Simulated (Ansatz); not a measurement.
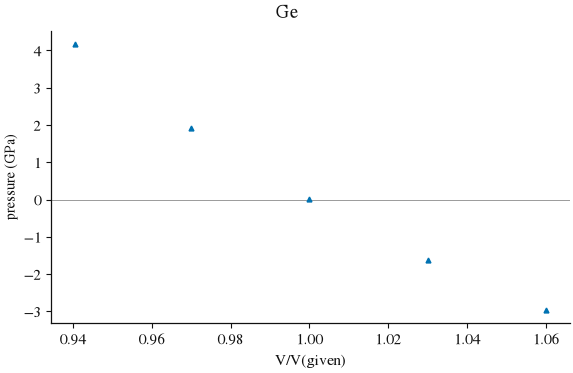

The picture above shows the pressure against V/V(given) for Ge, space group Fd-3m (No. 227).

Cell as given: a = 4.074 Å, b = 4.074 Å, c = 4.074 Å, α = 60.00°, β = 60.00°, γ = 60.00°; 2 atoms.

Calculation (Ansatz 0.2.0): periodic Kohn-Sham DFT of a crystal at fixed atoms, scaled to the stated factor times the given cell; pressure positive in compression. Level: PBE.

- method: frozen-core PAW
- relativity: scalar
- k mesh: 11×11×11
- occupations: Fermi–Dirac
- smearing width: 0.05 eV
- wave cutoff: 420 eV
- PAW set: soft_2

V(given) is 23.91 Å³/atom.

Tabulate the plotted points.

```
V/V(given)  pressure (GPa)
     0.941           4.173
     0.970           1.933
     1.000           0.003
     1.030          -1.610
     1.060          -2.956
```

Limits of the calculation: small gap, it may come from the mesh.
